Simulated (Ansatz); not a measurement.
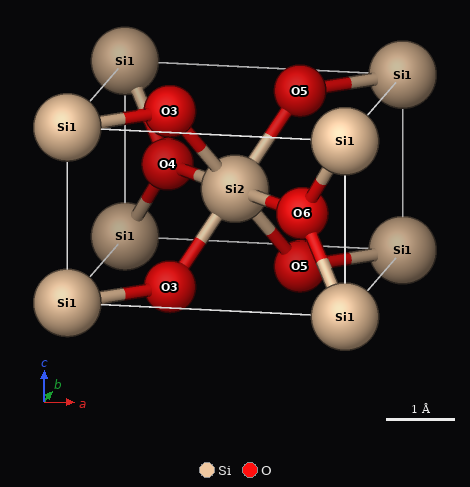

Figure 1. The structure as given in the input (ball-and-stick view of the cell of the calculation, seen slightly off an axis; atoms are numbered from 1 in the order of the input). Near neighbours in the crystal (not all of them lie inside the picture): Si has 6 O at 1.76 to 1.81 Å; O has 3 Si at 1.76 to 1.81 Å.

**Geometry relaxation of SiO₂ (part 1 of 2)**

System: SiO₂ (6 atoms in the cell).
Method: DFT with LDA, PAW plane waves, no spin polarisation (Ansatz 0.2.0).

The structure derives from an entry of the Crystallography Open Database. Figures and captions count atoms from 1; the log counts them from 0 in places.

### Input
```yaml
crystal:
  lattice:
    - [4.18928835, 0.0, 0.0]
    - [0.0, 4.18928835, 0.0]
    - [0.0, 0.0, 2.67017724]
  atoms:
    - { symbol: Si, position: [0.0, 0.0, 0.0] }
    - { symbol: Si, position: [0.5, 0.5, 0.5] }
    - { symbol: O, position: [0.3059, 0.3059, 0.0] }
    - { symbol: O, position: [0.1941, 0.8059, 0.5] }
    - { symbol: O, position: [0.6941, 0.6941, 0.0] }
    - { symbol: O, position: [0.8059, 0.1941, 0.5] }
  symmetry: { tolerance: 0.0003 }
kpoints:
  mp_grid: { grid: [4, 4, 7], shift: [0, 0, 0] }
magnetization:
  spin_polarized: false
scf:
  occupations: { method: fermi_dirac }
hamiltonian:
  pseudopotentials: { kind: paw }
  xc: lda
basis:
  ecutwfc: 420
output:
  forces: true
  stress: true
  eigenvalues: true
  write_density: true
  write_potential: true
  elf: true
  volumetric_format: npy
relax:
  max_steps: 40
  cell: {}
```

Hardware: 1 thread of AMD EPYC (Zen 3), 64 GiB of memory available, shared host.

Launched with:
```bash
ansatz run input.yaml --threads 1 --pin off --max-ram 2560MiB --backend cpu --events-out ev --progress --plain --runs-dir out
```

### Output
```
Engine: ansatz 0.2.0, x86_64-unknown-linux-gnu
Pseudopotentials: kind: paw
Pseudopotential: Si, paw, valence charge 4, recommended cutoff 420 eV (normal), Si.paw.azcp
Pseudopotential: O, paw, valence charge 6, recommended cutoff 420 eV (normal), O.paw.azcp
Functional definition: SPW92
  exchange = slater_x
  correlation = pw_c
Crystal: 6 atoms, lattice volume = 46.862 Å³
Basis set: ecut = 420 eV, 917 PW (Γ)
Bands: 22, of which v1, the nominal top of the filled ones, is band 16 counted from 1 (15 counted from 0)
Symmetry: 16 space group operations
Space group: P42/mnm (ITA 136), of the structure as read, at distance tolerance 1.1e-3 Å
k-points: 24 of 112
Non-local potential: Si, projectors of the file, l = 0: 2, l = 1: 2, l = 2: 2
Non-local potential: O, projectors of the file, l = 0: 2, l = 1: 2, l = 2: 1
PAW form: soft (Blöchl's): semilocal exchange-correlation on the pseudo side does not see the compensation charge
PAW frozen core: Si, regenerated for the run's functional, and the local potential with it (the file was generated under x = pbe(κ = 0.804, μ = 0.2195149727645171), c = pbe(β = 0.06672455060314922))
PAW frozen core: O, regenerated for the run's functional, and the local potential with it (the file was generated under x = pbe(κ = 0.804, μ = 0.2195149727645171), c = pbe(β = 0.06672455060314922))
PAW one-centre angular grid: Si, 110 points (default); XC on 64 Gauss nodes
PAW one-centre angular grid: O, 110 points (default); XC on 64 Gauss nodes
Initial density: superposition of atomic densities (neutral atoms: chi_scale 0, normalization atom), corrected by the library's trained network
Initial wavefunctions: pseudopotential atomic-orbital guess
Functional: x = slater, c = lda
SCF iter   1: F=—  HF=-3445.433026 eV  |F-HF|=—  |Δ(HF+E_count)|=         —  Δρ=1.51e-2  dr2=8.45e-2  ethr=1.77e-3  ⟨swp⟩=5.7  Hψ=2843  notcnv=0
preconditioner: auto → none  [insulator: Δε(μ)=5.338 eV  Ē_g=18.388 eV  σ=0.100 eV  W_gap=1.00  n_scr=10 (ndim 8)  ℏωp=30.7 eV  f_vac=0.000  D(μ)=0.00/eV (n_scr^D=0)  ε∞_Penn≈3.8]
SCF iter   2: F=—  HF=-3445.408581 eV  |F-HF|=—  |Δ(HF+E_count)|=   2.44e-2  Δρ=5.94e-3  dr2=6.43e-3  ethr=2.64e-4  ⟨swp⟩=2.3  Hψ=1109  notcnv=0  defer=39
SCF iter   3: F=—  HF=-3445.406187 eV  |F-HF|=—  |Δ(HF+E_count)|=   2.39e-3  Δρ=1.90e-3  dr2=5.31e-4  ethr=2.01e-5  ⟨swp⟩=2.0  Hψ=780  notcnv=0  defer=39
SCF iter   4: F=—  HF=-3445.405971 eV  |F-HF|=—  |Δ(HF+E_count)|=   2.16e-4  Δρ=1.42e-4  dr2=3.23e-6  ethr=1.66e-6  ⟨swp⟩=1.0  Hψ=488  notcnv=0  defer=39
SCF iter   5: F=—  HF=-3445.405967 eV  |F-HF|=—  |Δ(HF+E_count)|=   4.76e-6  Δρ=1.84e-5  dr2=5.13e-8  ethr=1.01e-8  ⟨swp⟩=2.3  Hψ=829  notcnv=0  defer=39
SCF iter   6: F=-3445.405967 eV  HF=-3445.405967 eV  |F-HF|=4.70e-10  |Δ(HF+E_count)|=   7.42e-9  Δρ=1.61e-6  dr2=7.91e-10  ethr=1.60e-10  ⟨swp⟩=10.3  Hψ=3549  notcnv=0
SCF 1 converged in 6 iterations: F = -3445.405967 eV  dr2 = 7.91e-10
  greatest PAW one-centre occupation: 0.855 electrons in one spin orbital (limit 2), on the O atom at site 5 (counted from 0), in its partial waves of l = 0
relax step   1: F+E_penalty+E_count = -3445.40596656 eV  Δ(F+E_penalty+E_count) = +0.000e0 eV  max|allowed force component| = 6.976e-2 eV/Å  Δτ_max = 0.0000 Å  P = -6.014 GPa  Ω = 46.862 Å³  (6 SCF iters, dr2 threshold 1.00e-7 eV, accepted)
Crystal: 6 atoms, lattice volume = 46.472 Å³
Basis set: ecut = 420 eV, 913 PW (Γ)
Initial density: handed on by an earlier stage of this run
Initial wavefunctions: those handed on with the density
iter 1 solved again at ethr=5.76e-6 eV; its pass at ethr=3.10e-3 eV (dr2=1.84e-3 eV) is discarded
SCF iter   1: F=—  HF=-3445.421871 eV  |F-HF|=—  |Δ(HF+E_count)|=         —  Δρ=2.21e-3  dr2=1.70e-3  ethr=5.76e-6  ⟨swp⟩=2.8  Hψ=2693  notcnv=0
preconditioner: auto → none  [insulator: Δε(μ)=5.634 eV  Ē_g=18.608 eV  σ=0.100 eV  W_gap=1.00  n_scr=10 (ndim 8)  ℏωp=30.8 eV  f_vac=0.000  D(μ)=0.00/eV (n_scr^D=0)  ε∞_Penn≈3.7]
SCF iter   2: F=—  HF=-3445.421310 eV  |F-HF|=—  |Δ(HF+E_count)|=   5.62e-4  Δρ=8.08e-4  dr2=1.64e-4  ethr=5.31e-6  ⟨swp⟩=2.0  Hψ=856  notcnv=0
SCF iter   3: F=—  HF=-3445.421256 eV  |F-HF|=—  |Δ(HF+E_count)|=   5.41e-5  Δρ=2.57e-4  dr2=1.73e-5  ethr=5.11e-7  ⟨swp⟩=2.0  Hψ=815  notcnv=0
SCF iter   4: F=—  HF=-3445.421250 eV  |F-HF|=—  |Δ(HF+E_count)|=   6.08e-6  Δρ=5.87e-5  dr2=7.12e-7  ethr=5.42e-8  ⟨swp⟩=2.1  Hψ=910  notcnv=0
SCF iter   5: F=-3445.421249 eV  HF=-3445.421249 eV  |F-HF|=4.23e-10  |Δ(HF+E_count)|=   1.73e-7  Δρ=6.82e-6  dr2=7.64e-9  ethr=1.87e-9  ⟨swp⟩=9.1  Hψ=3697  notcnv=0
SCF 2 converged in 5 iterations: F = -3445.421249 eV  dr2 = 7.64e-9
relax step   2: F+E_penalty+E_count = -3445.42124948 eV  Δ(F+E_penalty+E_count) = -1.528e-2 eV  max|allowed force component| = 2.230e-3 eV/Å  Δτ_max = 0.0007 Å  P = -3.296 GPa  Ω = 46.472 Å³  energy of the carried Pulay correction = +3.519e-3 eV  (5 SCF iters, dr2 threshold 6.00e-7 eV, accepted)
Crystal: 6 atoms, lattice volume = 45.991 Å³
iter 1 solved again at ethr=8.73e-6 eV; its pass at ethr=3.10e-3 eV (dr2=2.79e-3 eV) is discarded
SCF iter   1: F=—  HF=-3445.431541 eV  |F-HF|=—  |Δ(HF+E_count)|=         —  Δρ=2.70e-3  dr2=2.53e-3  ethr=8.73e-6  ⟨swp⟩=2.5  Hψ=2633  notcnv=0
preconditioner: auto → none  [insulator: Δε(μ)=5.809 eV  Ē_g=18.754 eV  σ=0.100 eV  W_gap=1.00  n_scr=10 (ndim 8)  ℏωp=31.0 eV  f_vac=0.000  D(μ)=0.00/eV (n_scr^D=0)  ε∞_Penn≈3.7]
SCF iter   2: F=—  HF=-3445.430720 eV  |F-HF|=—  |Δ(HF+E_count)|=   8.21e-4  Δρ=9.87e-4  dr2=2.45e-4  ethr=7.89e-6  ⟨swp⟩=2.0  Hψ=854  notcnv=0
SCF iter   3: F=—  HF=-3445.430634 eV  |F-HF|=—  |Δ(HF+E_count)|=   8.55e-5  Δρ=3.12e-4  dr2=2.75e-5  ethr=7.66e-7  ⟨swp⟩=2.0  Hψ=811  notcnv=0
SCF iter   4: F=—  HF=-3445.430624 eV  |F-HF|=—  |Δ(HF+E_count)|=   1.00e-5  Δρ=5.51e-5  dr2=6.57e-7  ethr=8.61e-8  ⟨swp⟩=2.0  Hψ=912  notcnv=0
SCF iter   5: F=-3445.430624 eV  HF=-3445.430624 eV  |F-HF|=8.08e-10  |Δ(HF+E_count)|=   1.34e-7  Δρ=5.16e-6  dr2=5.48e-9  ethr=1.87e-9  ⟨swp⟩=9.4  Hψ=3663  notcnv=0
SCF 3 converged in 5 iterations: F = -3445.430624 eV  dr2 = 5.48e-9
  greatest PAW one-centre occupation: 0.856 electrons in one spin orbital (limit 2), on the O atom at site 5 (counted from 0), in its partial waves of l = 0
relax step   3: F+E_penalty+E_count = -3445.43062397 eV  Δ(F+E_penalty+E_count) = -9.374e-3 eV  max|allowed force component| = 2.318e-2 eV/Å  Δτ_max = 0.0014 Å  P = +0.064 GPa  Ω = 45.991 Å³  energy of the carried Pulay correction = +7.898e-3 eV  (5 SCF iters, dr2 threshold 6.00e-7 eV, accepted)
Crystal: 6 atoms, lattice volume = 45.985 Å³
iter 1 solved again at ethr=1.22e-7 eV; its pass at ethr=3.10e-3 eV (dr2=3.91e-5 eV) is discarded
SCF iter   1: F=—  HF=-3445.430767 eV  |F-HF|=—  |Δ(HF+E_count)|=         —  Δρ=3.67e-4  dr2=4.15e-5  ethr=1.22e-7  ⟨swp⟩=2.1  Hψ=2414  notcnv=0
preconditioner: auto → none  [insulator: Δε(μ)=5.795 eV  Ē_g=18.742 eV  σ=0.100 eV  W_gap=1.00  n_scr=10 (ndim 8)  ℏωp=31.0 eV  f_vac=0.000  D(μ)=0.00/eV (n_scr^D=0)  ε∞_Penn≈3.7]
SCF iter   2: F=—  HF=-3445.430751 eV  |F-HF|=—  |Δ(HF+E_count)|=   1.62e-5  Δρ=1.38e-4  dr2=3.57e-6  ethr=1.22e-7  ⟨swp⟩=2.8  Hψ=929  notcnv=0
SCF iter   3: F=—  HF=-3445.430751 eV  |F-HF|=—  |Δ(HF+E_count)|=   4.83e-7  Δρ=3.31e-5  dr2=1.38e-7  ethr=1.11e-8  ⟨swp⟩=2.4  Hψ=865  notcnv=0
SCF iter   4: F=—  HF=-3445.430751 eV  |F-HF|=—  |Δ(HF+E_count)|=   5.46e-9  Δρ=1.39e-5  dr2=5.01e-8  ethr=1.05e-10  ⟨swp⟩=8.4  Hψ=3315  notcnv=0
SCF iter   5: F=-3445.430751 eV  HF=-3445.430751 eV  |F-HF|=1.64e-11  |Δ(HF+E_count)|=   1.61e-8  Δρ=1.37e-6  dr2=1.52e-10  ethr=1.05e-10  ⟨swp⟩=7.6  Hψ=2931  notcnv=0
SCF 4 converged in 5 iterations: F = -3445.430751 eV  dr2 = 1.52e-10
relax step   4: F+E_penalty+E_count = -3445.43075103 eV  Δ(F+E_penalty+E_count) = -1.271e-4 eV  max|allowed force component| = 1.844e-3 eV/Å  Δτ_max = 0.0011 Å  P = -0.003 GPa  Ω = 45.985 Å³  energy of the carried Pulay correction = +7.957e-3 eV  (5 SCF iters, dr2 threshold 3.36e-8 eV, accepted)
Initial wavefunctions: pseudopotential atomic-orbital guess (no wavefunctions were taken with the density)
iter 1 solved again at ethr=1.44e-7 eV; its pass at ethr=3.10e-3 eV (dr2=4.61e-5 eV) is discarded
SCF iter   1: F=—  HF=-3445.423538 eV  |F-HF|=—  |Δ(HF+E_count)|=         —  Δρ=2.51e-4  dr2=4.09e-6  ethr=1.44e-7  ⟨swp⟩=3.1  Hψ=4278  notcnv=0
preconditioner: auto → none  [insulator: Δε(μ)=5.794 eV  Ē_g=18.741 eV  σ=0.100 eV  W_gap=1.00  n_scr=10 (ndim 8)  ℏωp=31.0 eV  f_vac=0.000  D(μ)=0.00/eV (n_scr^D=0)  ε∞_Penn≈3.7]
SCF iter   2: F=—  HF=-3445.423533 eV  |F-HF|=—  |Δ(HF+E_count)|=   4.76e-6  Δρ=1.13e-4  dr2=1.04e-6  ethr=1.28e-8  ⟨swp⟩=2.0  Hψ=817  notcnv=0
SCF iter   3: F=—  HF=-3445.423535 eV  |F-HF|=—  |Δ(HF+E_count)|=   1.91e-6  Δρ=4.20e-5  dr2=1.67e-7  ethr=3.27e-9  ⟨swp⟩=2.4  Hψ=837  notcnv=0
SCF iter   4: F=—  HF=-3445.423535 eV  |F-HF|=—  |Δ(HF+E_count)|=   2.57e-8  Δρ=2.92e-6  dr2=9.89e-10  ethr=5.23e-10  ⟨swp⟩=2.0  Hψ=842  notcnv=0
SCF iter   5: F=-3445.423535 eV  HF=-3445.423535 eV  |F-HF|=1.36e-12  |Δ(HF+E_count)|=  2.49e-10  Δρ=3.01e-7  dr2=1.19e-11  ethr=1.00e-12  ⟨swp⟩=5.0  Hψ=2858  notcnv=0
SCF 5 converged in 5 iterations: F = -3445.423535 eV  dr2 = 1.19e-11
relax step   5: F+E_penalty+E_count = -3445.42353500 eV  Δ(F+E_penalty+E_count) = +7.216e-3 eV  max|allowed force component| = 2.003e-3 eV/Å  Δτ_max = 0.0000 Å  P = -0.282 GPa  Ω = 45.985 Å³  stress off target by 2.92e-1 GPa  SCF on the basis re-selected at this cell (its energy is not comparable with the rows above)  (5 SCF iters)
basis re-selected at this cell: Δ(F+E_penalty+E_count) = +7.216e-3 eV, ΔP = -0.279 GPa vs the last step (what re-selecting the basis moved, of the pressure what is left beyond the Pulay correction that the steps carried, after the strain that the cell walked since its last selection, with what the two solves' SCF thresholds leave and, on support functions, any second-order correction that the steps lacked; it is no measure of the basis error at this ecutwfc). This SCF's stress stands 2.92e-1 GPa from its target on what of the cell is left free (relax.cell.stress_tol is 5.00e-2 GPa) and its largest allowed force component is 2.00e-3 eV/Å (relax.f_tol is 1.00e-2 eV/Å): not within both, so this SCF does not close the relaxation
Crystal: 6 atoms, lattice volume = 45.946 Å³
iter 1 solved again at ethr=5.99e-8 eV; its pass at ethr=3.10e-3 eV (dr2=1.92e-5 eV) is discarded
SCF iter   1: F=—  HF=-3445.423932 eV  |F-HF|=—  |Δ(HF+E_count)|=         —  Δρ=2.23e-4  dr2=1.72e-5  ethr=5.99e-8  ⟨swp⟩=2.6  Hψ=2558  notcnv=0
SCF iter   2: F=—  HF=-3445.423926 eV  |F-HF|=—  |Δ(HF+E_count)|=   5.61e-6  Δρ=8.06e-5  dr2=1.65e-6  ethr=5.37e-8  ⟨swp⟩=2.0  Hψ=854  notcnv=0
SCF iter   3: F=-3445.423926 eV  HF=-3445.423926 eV  |F-HF|=8.70e-8  |Δ(HF+E_count)|=   5.58e-7  Δρ=2.50e-5  dr2=1.80e-7  ethr=6.65e-10  ⟨swp⟩=9.9  Hψ=3928  notcnv=0
SCF 6 converged in 3 iterations: F = -3445.423926 eV  dr2 = 1.80e-7
  greatest PAW one-centre occupation: 0.856 electrons in one spin orbital (limit 2), on the O atom at site 4 (counted from 0), in its partial waves of l = 0
relax step   6: F+E_penalty+E_count = -3445.42392563 eV  Δ(F+E_penalty+E_count) = -3.906e-4 eV  max|allowed force component| = 2.250e-4 eV/Å  Δτ_max = 0.0001 Å  P = -0.008 GPa  Ω = 45.946 Å³  energy of the carried Pulay correction = +3.567e-4 eV  (3 SCF iters, dr2 threshold 2.13e-7 eV, accepted)
iter 1 solved again at ethr=1.59e-7 eV; its pass at ethr=3.10e-3 eV (dr2=5.08e-5 eV) is discarded
SCF iter   1: F=—  HF=-3445.423581 eV  |F-HF|=—  |Δ(HF+E_count)|=         —  Δρ=2.89e-5  dr2=1.86e-7  ethr=1.59e-7  ⟨swp⟩=3.1  Hψ=4276  notcnv=0
preconditioner: auto → none  [insulator: Δε(μ)=5.808 eV  Ē_g=18.753 eV  σ=0.100 eV  W_gap=1.00  n_scr=10 (ndim 8)  ℏωp=31.0 eV  f_vac=0.000  D(μ)=0.00/eV (n_scr^D=0)  ε∞_Penn≈3.7]
SCF iter   2: F=—  HF=-3445.423582 eV  |F-HF|=—  |Δ(HF+E_count)|=   4.57e-7  Δρ=1.37e-5  dr2=3.71e-8  ethr=5.80e-10  ⟨swp⟩=2.5  Hψ=819  notcnv=0
SCF iter   3: F=—  HF=-3445.423582 eV  |F-HF|=—  |Δ(HF+E_count)|=   1.42e-8  Δρ=8.06e-7  dr2=1.01e-10  ethr=1.16e-10  ⟨swp⟩=2.0  Hψ=911  notcnv=0
SCF iter   4: F=—  HF=-3445.423582 eV  |F-HF|=—  |Δ(HF+E_count)|=  1.68e-11  Δρ=4.80e-7  dr2=7.13e-11  ethr=1.00e-12  ⟨swp⟩=7.6  Hψ=2818  notcnv=0
SCF iter   5: F=-3445.423582 eV  HF=-3445.423582 eV  |F-HF|=0.00e0  |Δ(HF+E_count)|=  2.82e-11  Δρ=5.15e-8  dr2=3.90e-13  ethr=1.00e-12  ⟨swp⟩=6.0  Hψ=2325  notcnv=0
SCF 7 converged in 5 iterations: F = -3445.423582 eV  dr2 = 3.90e-13
relax step   7: F+E_penalty+E_count = -3445.42358168 eV  Δ(F+E_penalty+E_count) = +3.440e-4 eV  max|allowed force component| = 2.124e-4 eV/Å  Δτ_max = 0.0000 Å  P = -0.011 GPa  Ω = 45.946 Å³  stress off target by 1.30e-2 GPa  SCF on the basis re-selected at this cell (its energy is not comparable with the rows above)  (5 SCF iters)
```

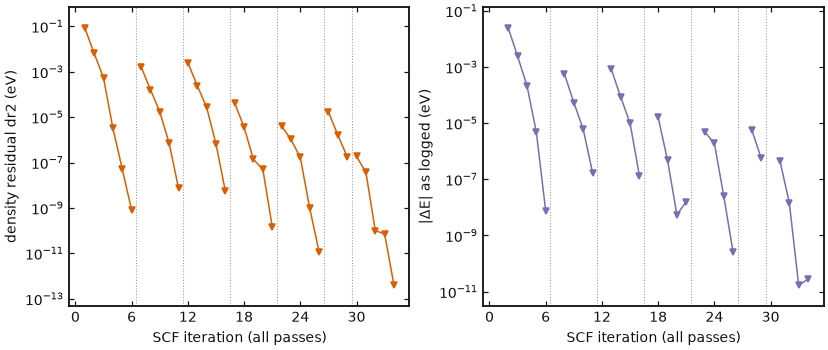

Figure 2. Convergence of the self-consistent field: density residual dr2 and size of the energy change against the SCF iteration. The dotted lines part the SCF passes of the relaxation: geometry steps, rejected trials and re-solves on a re-selected basis. The 7 passes take 3 to 6 iterations each, 34 in all.

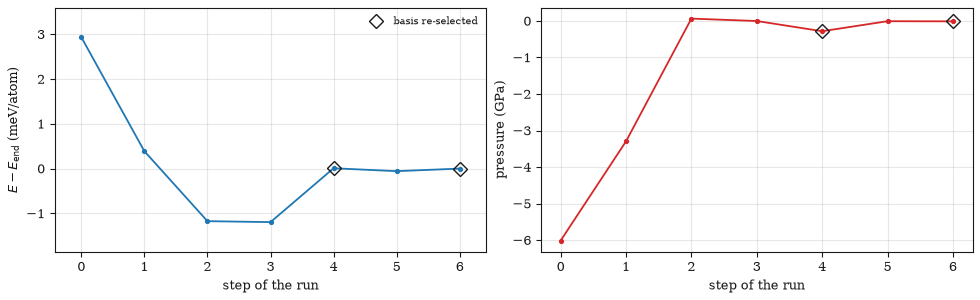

Figure 3. Progress of the relaxation, step by step (the first geometry is step 0 here and step 1 in the log).
